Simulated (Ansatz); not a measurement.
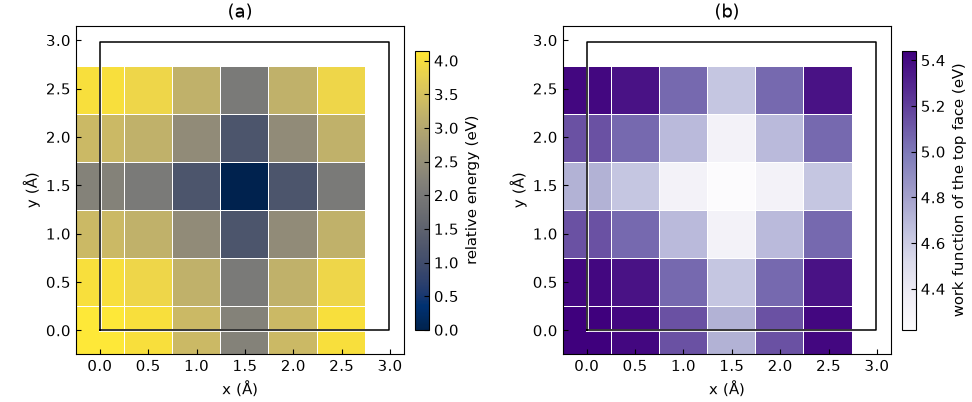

N on a Ta(100) slab cut from the Fm-3m phase, its upper half relaxed before the scan (12 atoms of substrate and one adsorbate in a 2 × 2 cell). N is moved over the surface cell; relaxed at each place: the height of the adsorbate's atoms; substrate rigid; the origin of the map has the adsorbate above Ta9. Places are given modulo a cell vector. The map is drawn in real space over the plane of the surface. The scan uses a 6 × 6 grid; 10 points were computed and 26 follow by symmetry. Places are given in fractions of the 1 × 1 surface cell. All energies are given in eV relative to the lowest grid point. Computed with Ansatz, DFT PBE, scalar-relativistic, plane waves, PAW. Settings: cutoff 420 eV, k-mesh 5×5×1, gaussian smearing 0.1 eV, no spin polarisation.

Panel (a) is the energy and panel (b) the computed work function of the top face on the same grid.

Drawn: one coloured cell a grid point, the outline of one cell of the plane.

How does the work function of the top face vary over the map, and what is it at the lowest grid point?

It runs from 4.22 eV at a fourfold hollow over a second-layer Ta atom, (3/6, 3/6) of the cell vectors to 5.44 eV at the top site over a surface Ta atom, (0/6, 0/6) of the cell vectors. At the lowest grid point, a fourfold hollow over a second-layer Ta atom, (3/6, 3/6) of the cell vectors, it is 4.22 eV.

PAW datasets: the set soft_1.
